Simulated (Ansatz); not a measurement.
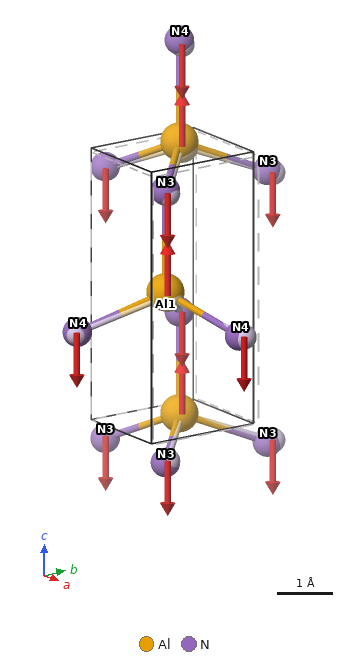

A crystal of AlN (set up in P6_3mc), drawn pale, and a changed version of it, drawn solid. The red arrows show how the atoms are displaced (without the part that the change of the cell carries along), magnified 50 times. Style: ball-and-stick. Shown: the cell of the calculation, slightly off an axis.

Computed with DFT PBE, scalar-relativistic, plane waves, PAW in Ansatz. Settings: plane-wave cutoff 420 eV; k-point mesh 12 × 12 × 6; occupations gaussian; smearing width 0.02 eV; no spin polarisation.

What was done to the structure, and with what result?

Biaxial strain in the a–b plane, −3.0 %, is applied. The c axis and the atoms are relaxed. Cell: a = b 3.130 → 3.036 Å (−3.0 %), c 5.018 → 5.097 Å (+1.6 %). Volume −4.4 %. The largest moves relative to the cell, 0.021 Å, are those of Al and N atoms. By element the largest moves are Al 0.021 Å, N 0.021 Å. Among the bonded contacts that change: Al–N 1.902 → 1.868 Å, Al–N 1.915 → 1.903 Å. The space group stays P6_3mc (No. 186). It costs 28.7 meV per atom. The pressure goes from 0.0 to 10.1 GPa. The principal stresses (compression positive) are 0.0 GPa along c and 15.1 GPa across it.
